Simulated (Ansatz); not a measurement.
Run report: TiAl, geometry relaxation (part 1 of 2)

System: TiAl (slab, 6 atoms in the cell).
Method: DFT PBE, scalar-relativistic, plane waves, PAW, PAW set soft_1, no spin polarisation (Ansatz 0.2.0).

The structure derives from an entry of the Crystallography Open Database. The input holds or restrains some coordinates. Forces given for the steps count only the free coordinates. Figures and captions count atoms from 1; the log counts them from 0 in places.

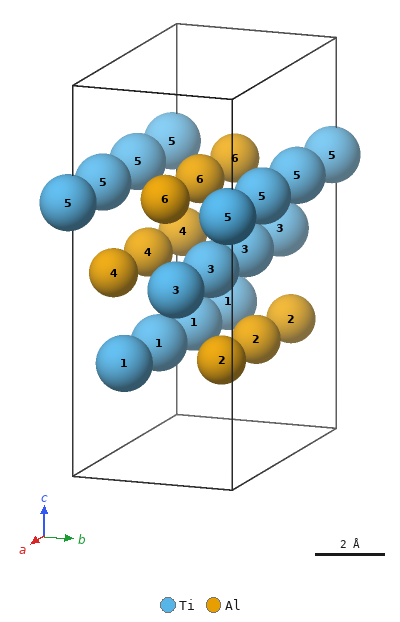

**Figure 1.** The starting structure (spheres-only view of the 3 × 1 repeat of the cell, with the vacuum cut short, seen slightly off an axis; atoms are numbered from 1 in the order of the input). An atom can appear more than once, as a periodic image.

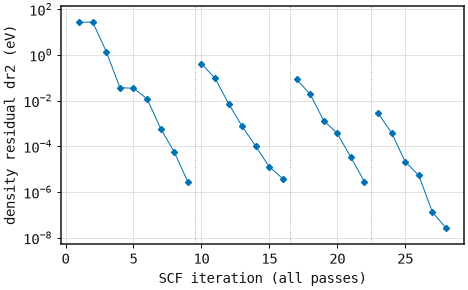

**Figure 2.** Convergence of the self-consistent field: density residual dr2 against the SCF iteration. The dotted lines part the SCF passes of the relaxation: geometry steps, rejected trials and re-solves on a re-selected basis. The passes take 9, 7, 6 and 6 iterations.

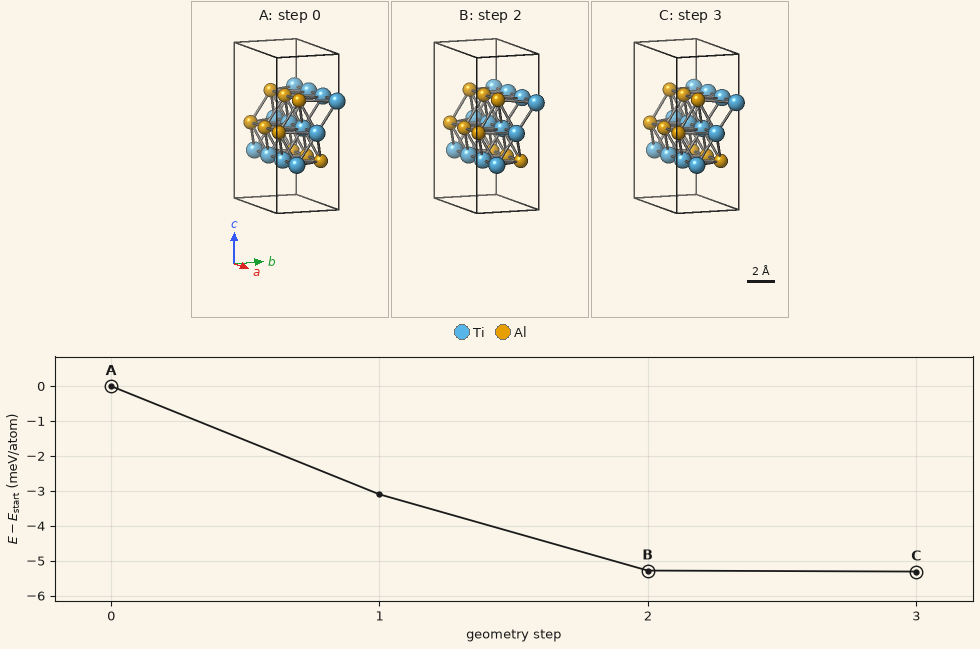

**Figure 3.** Frames of the restrained relaxation (ball-and-stick view of the 3 × 1 repeat of the cell, with the vacuum cut short, seen slightly off an axis) above the curves, on which the letters mark them (the first geometry is step 0 here and step 1 in the log).

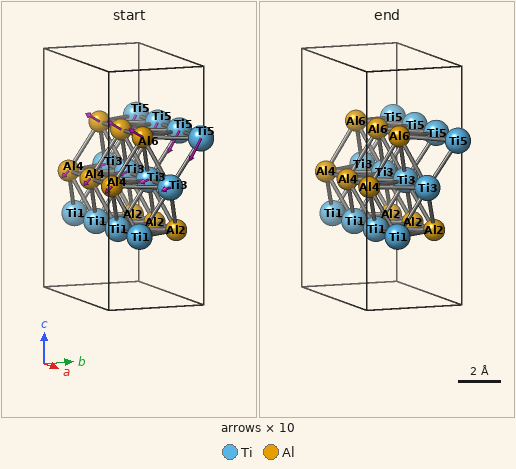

**Figure 4.** Before (left) and after (right) the restrained relaxation, at one scale (ball-and-stick view of the 3 × 1 repeat of the cell, with the vacuum cut short, seen slightly off an axis). The pink arrows give the displacements, magnified 10 times. Over 3 geometry steps the energy falls by 5.3 meV per atom. The largest force component goes from 0.41 to 0.0019 eV/Å. The largest move is that of Ti5, 0.13 Å. By element the largest moves are Ti 0.13 Å, Al 0.09 Å. The lattice vectors keep their values. Among the contacts that change: Ti3–Ti5 2.822 → 2.738 Å, Ti3–Al6 2.852 → 2.910 Å, Al4–Ti5 2.852 → 2.799 Å, Al2–Al4 2.822 → 2.771 Å. (Atoms are counted from 1 in the order of the input.)

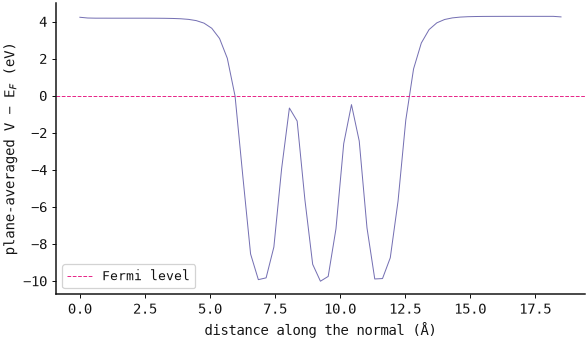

**Figure 5.** Plane average of the electrostatic potential energy of an electron across the cell, from the Fermi level. The vacuum level lies 4.28 eV above the Fermi level on the upper side and 4.18 eV on the lower.

These pictures come from the run below.

**Input**
```yaml
crystal:
  lattice:
    - [2.8218574242, 0.0, 0.0]
    - [0.0, 4.9580382204, 0.0]
    - [0.0, 0.0, 18.6404605125]
  atoms:
    - { symbol: Ti, position: [0.0, 0.32392942, 0.3755272031] }
    - { symbol: Al, position: [0.5, 0.82392942, 0.3755272031] }
    - { symbol: Ti, position: [0.0, 0.64785884, 0.5] }
    - { symbol: Al, position: [0.5, 0.14785884, 0.5] }
    - { symbol: Ti, position: [0.0, 0.97178826, 0.6244727969] }
    - { symbol: Al, position: [0.5, 0.47178826, 0.6244727969] }
basis:
  ecutwfc: 420
kpoints:
  mp_grid: { grid: [10, 6, 1] }
hamiltonian:
  xc: pbe
  pseudopotentials: { kind: paw, azcp: { folder: soft_1 } }
scf:
  occupations: { method: gaussian, width: 0.1 }
output:
  forces: true
  eigenvalues: true
relax:
  adjacent_minimum: "off"
  f_tol: 0.03
  max_steps: 50
  constraints: [{ sites: [0, 1] }]
efield:
  axis: 3
  dipole_correction: true
  ramp_width: 0.04
```

Run as:
```bash
ansatz run input.yaml --threads 4 --pin off --max-ram 12288MiB --backend cpu --events-out ev --progress --plain --runs-dir out
```

**The program's output**
```
Engine: ansatz 0.2.0, x86_64-unknown-linux-gnu
Pseudopotentials: kind: paw
Pseudopotential: Ti, paw, valence charge 12, recommended cutoff 420 eV (normal), [file]
Pseudopotential: Al, paw, valence charge 3, recommended cutoff 420 eV (normal), [file]
Functional definition: PBE
  parameter kappa = 0.804
  parameter beta = 0.06672455060314922
  exchange = pbe_x(kappa = kappa, mu = beta*pi^2/3)
  correlation = pbe_c(beta = beta)
Crystal: 6 atoms, lattice volume = 260.796 Å³
Basis set: ecut = 420 eV, 5143 PW (Γ), exchange–correlation on 40×72×250 points (8 copies of the dense FFT grid, shifted against one another)
Bands: 29, of which v1, the nominal top of the filled ones, is band 23 counted from 1 (22 counted from 0)
Symmetry: 2 space group operations
k-points: 24 of 60 (time reversal used)
Non-local potential: Ti, projectors of the file, l = 0: 3, l = 1: 2, l = 2: 3, l = 3: 1
Non-local potential: Al, projectors of the file, l = 0: 2, l = 1: 2, l = 2: 1
PAW form: soft (Blöchl's): semilocal exchange-correlation on the pseudo side does not see the compensation charge
PAW one-centre angular grid: Ti, 590 points (default); XC on 64 Gauss nodes
PAW one-centre angular grid: Al, 110 points (default); XC on 64 Gauss nodes
Initial density: superposition of atomic densities (neutral atoms: chi_scale 0, normalization atom)
Initial wavefunctions: pseudopotential atomic-orbital guess
Functional: x = pbe(κ = 0.804, μ = 0.2195149727645171), c = pbe(β = 0.06672455060314922)
SCF iter   1: F=—  HF=-9113.970141 eV  |F-HF|=—  |Δ(HF+E_count)|=         —  Δρ=4.02e-2  dr2=2.66e1  ethr=3.10e-3  p=0.000 e·Å  D=2.19e-14 V/Å  ΔV_dip=-0.00 eV  dr2_dipole=6.02e-10  V_vac-E_F(+/−)=7.54/7.54 eV  ⟨swp⟩=8.8  Hψ=3780  notcnv=0
efield: sawtooth ramp at fractional position 0.9800 (placed from the atoms, in the widest stretch of the axis that holds none; the zero of the levels goes with the place), width 0.0400; the density the first Hamiltonian is built on has a dipole p = 0.000 e·Å; the dipole correction subtracts the counter field D = 2.19e-14 V/Å, which shifts the + side's vacuum level by -0.00 eV against the − side's; the planar-averaged density in the ramp window peaks in size at 1.2e-6 e/Å³
preconditioner: auto → LDOS  [metal: Δε(μ)=0.023 eV  Ē_g=3.864 eV  σ=0.100 eV  W_gap=0.13  n_scr=30 (ndim 8)  ℏωp=10.5 eV  f_vac=0.491  D(μ)=4.23/eV (n_scr^D=24)  β→1.0]
SCF iter   2: F=—  HF=-9112.416526 eV  |F-HF|=—  |Δ(HF+E_count)|=    1.55e0  Δρ=4.29e-2  dr2=2.75e1  ethr=3.10e-3  p=0.001 e·Å  D=4.92e-4 V/Å  ΔV_dip=-0.01 eV  dr2_dipole=1.54e-4  V_vac-E_F(+/−)=3.10/3.11 eV  ⟨swp⟩=4.1  Hψ=2032  notcnv=0  defer=24
SCF iter   3: F=—  HF=-9111.040007 eV  |F-HF|=—  |Δ(HF+E_count)|=    1.38e0  Δρ=9.85e-3  dr2=1.38e0  ethr=3.10e-3  p=0.000 e·Å  D=4.92e-5 V/Å  ΔV_dip=-0.00 eV  dr2_dipole=1.13e-6  V_vac-E_F(+/−)=5.11/5.11 eV  ⟨swp⟩=4.0  Hψ=1836  notcnv=0  defer=15
SCF iter   4: F=—  HF=-9110.944313 eV  |F-HF|=—  |Δ(HF+E_count)|=   9.57e-2  Δρ=2.93e-3  dr2=3.74e-2  ethr=3.06e-3  p=-0.000 e·Å  D=-1.17e-4 V/Å  ΔV_dip=0.00 eV  dr2_dipole=3.26e-7  V_vac-E_F(+/−)=4.38/4.38 eV  ⟨swp⟩=2.0  Hψ=869  notcnv=0  defer=13
SCF iter   5: F=—  HF=-9110.945435 eV  |F-HF|=—  |Δ(HF+E_count)|=   1.12e-3  Δρ=1.94e-3  dr2=3.47e-2  ethr=8.31e-5  p=-0.000 e·Å  D=-8.82e-6 V/Å  ΔV_dip=0.00 eV  dr2_dipole=2.40e-6  V_vac-E_F(+/−)=4.14/4.14 eV  ⟨swp⟩=3.6  Hψ=1521  notcnv=0  defer=13
SCF iter   6: F=—  HF=-9110.945939 eV  |F-HF|=—  |Δ(HF+E_count)|=   5.04e-4  Δρ=9.89e-4  dr2=1.21e-2  ethr=7.72e-5  p=-0.000 e·Å  D=-5.69e-6 V/Å  ΔV_dip=0.00 eV  dr2_dipole=1.50e-7  V_vac-E_F(+/−)=4.15/4.15 eV  ⟨swp⟩=1.0  Hψ=699  notcnv=0  defer=13
SCF iter   7: F=—  HF=-9110.945651 eV  |F-HF|=—  |Δ(HF+E_count)|=   2.88e-4  Δρ=2.99e-4  dr2=6.01e-4  ethr=2.69e-5  p=0.000 e·Å  D=1.12e-5 V/Å  ΔV_dip=-0.00 eV  dr2_dipole=3.47e-7  V_vac-E_F(+/−)=4.17/4.17 eV  ⟨swp⟩=1.1  Hψ=700  notcnv=0  defer=13
SCF iter   8: F=—  HF=-9110.945751 eV  |F-HF|=—  |Δ(HF+E_count)|=   1.00e-4  Δρ=9.32e-5  dr2=5.70e-5  ethr=1.33e-6  p=0.000 e·Å  D=2.32e-6 V/Å  ΔV_dip=-0.00 eV  dr2_dipole=2.80e-10  V_vac-E_F(+/−)=4.17/4.17 eV  ⟨swp⟩=2.0  Hψ=923  notcnv=0  defer=13
SCF iter   9: F=-9110.945760 eV  HF=-9110.945759 eV  |F-HF|=1.05e-6  |Δ(HF+E_count)|=   8.09e-6  Δρ=3.28e-5  dr2=2.82e-6  ethr=5.00e-8  p=0.000 e·Å  D=1.55e-6 V/Å  ΔV_dip=-0.00 eV  dr2_dipole=1.63e-9  V_vac-E_F(+/−)=4.17/4.17 eV  ⟨swp⟩=12.1  Hψ=3564  notcnv=0
SCF 1 converged in 9 iterations: F = -9110.945760 eV  dr2 = 2.82e-6
  greatest PAW one-centre occupation: 0.999 electrons in one spin orbital (limit 2), on the Ti atom at site 0 (counted from 0), in its partial waves of l = 0
relax step   1: F+E_penalty+E_count = -9110.94576010 eV  Δ(F+E_penalty+E_count) = +0.000e0 eV  max|allowed force component| = 4.136e-1 eV/Å  Δτ_max = 0.0000 Å  (9 SCF iters, dr2 threshold 2.25e-5 eV, accepted)
Initial density: handed on by an earlier stage of this run
Initial wavefunctions: those handed on with the density
iter 1 solved again at ethr=1.39e-3 eV; its pass at ethr=3.10e-3 eV (dr2=6.25e-1 eV) is discarded
SCF iter   1: F=—  HF=-9110.996331 eV  |F-HF|=—  |Δ(HF+E_count)|=         —  Δρ=7.54e-3  dr2=4.11e-1  ethr=1.39e-3  p=0.000 e·Å  D=1.55e-6 V/Å  ΔV_dip=-0.00 eV  dr2_dipole=2.90e-2  V_vac-E_F(+/−)=4.25/4.25 eV  ⟨swp⟩=1.2  Hψ=2930  notcnv=0  defer=11
efield: sawtooth ramp at fractional position 0.9800 (handed on by an earlier solve), width 0.0400; the density the first Hamiltonian is built on has a dipole p = 0.000 e·Å; the dipole correction subtracts the counter field D = 1.55e-6 V/Å, which shifts the + side's vacuum level by -0.00 eV against the − side's; the planar-averaged density in the ramp window peaks in size at 2.9e-6 e/Å³
preconditioner: auto → LDOS  [metal: Δε(μ)=0.041 eV  Ē_g=3.521 eV  σ=0.100 eV  W_gap=0.22  n_scr=30 (ndim 8)  ℏωp=10.5 eV  f_vac=0.522  D(μ)=5.73/eV (n_scr^D=28)  β→1.0]
SCF iter   2: F=—  HF=-9110.971708 eV  |F-HF|=—  |Δ(HF+E_count)|=   2.46e-2  Δρ=4.00e-3  dr2=9.65e-2  ethr=9.13e-4  p=-0.003 e·Å  D=-2.36e-3 V/Å  ΔV_dip=0.04 eV  dr2_dipole=1.62e-3  V_vac-E_F(+/−)=4.21/4.16 eV  ⟨swp⟩=2.1  Hψ=1036  notcnv=0  defer=13
SCF iter   3: F=—  HF=-9110.964857 eV  |F-HF|=—  |Δ(HF+E_count)|=   6.85e-3  Δρ=1.28e-3  dr2=7.44e-3  ethr=2.14e-4  p=-0.006 e·Å  D=-4.15e-3 V/Å  ΔV_dip=0.08 eV  dr2_dipole=6.62e-6  V_vac-E_F(+/−)=4.28/4.21 eV  ⟨swp⟩=2.5  Hψ=1252  notcnv=0  defer=14
SCF iter   4: F=—  HF=-9110.964025 eV  |F-HF|=—  |Δ(HF+E_count)|=   8.32e-4  Δρ=4.36e-4  dr2=7.50e-4  ethr=1.65e-5  p=-0.008 e·Å  D=-5.50e-3 V/Å  ΔV_dip=0.10 eV  dr2_dipole=9.36e-5  V_vac-E_F(+/−)=4.30/4.20 eV  ⟨swp⟩=2.6  Hψ=1197  notcnv=0  defer=18
SCF iter   5: F=—  HF=-9110.964232 eV  |F-HF|=—  |Δ(HF+E_count)|=   2.07e-4  Δρ=1.99e-4  dr2=1.01e-4  ethr=1.67e-6  p=-0.009 e·Å  D=-6.35e-3 V/Å  ΔV_dip=0.12 eV  dr2_dipole=6.79e-8  V_vac-E_F(+/−)=4.31/4.20 eV  ⟨swp⟩=2.4  Hψ=1062  notcnv=0  defer=18
SCF iter   6: F=—  HF=-9110.964339 eV  |F-HF|=—  |Δ(HF+E_count)|=   1.06e-4  Δρ=5.77e-5  dr2=1.28e-5  ethr=2.24e-7  p=-0.010 e·Å  D=-7.16e-3 V/Å  ΔV_dip=0.13 eV  dr2_dipole=8.42e-9  V_vac-E_F(+/−)=4.33/4.20 eV  ⟨swp⟩=2.0  Hψ=922  notcnv=0  defer=18
SCF iter   7: F=-9110.964343 eV  HF=-9110.964344 eV  |F-HF|=1.19e-6  |Δ(HF+E_count)|=   5.42e-6  Δρ=2.88e-5  dr2=3.81e-6  ethr=2.38e-8  p=-0.011 e·Å  D=-7.32e-3 V/Å  ΔV_dip=0.14 eV  dr2_dipole=9.76e-8  V_vac-E_F(+/−)=4.33/4.20 eV  ⟨swp⟩=12.0  Hψ=3301  notcnv=0
SCF 2 converged in 7 iterations: F = -9110.964343 eV  dr2 = 3.81e-6
relax step   2: F+E_penalty+E_count = -9110.96434294 eV  Δ(F+E_penalty+E_count) = -1.858e-2 eV  max|allowed force component| = 3.707e-1 eV/Å  Δτ_max = 0.1940 Å  (7 SCF iters, dr2 threshold 1.07e-5 eV, accepted)
```
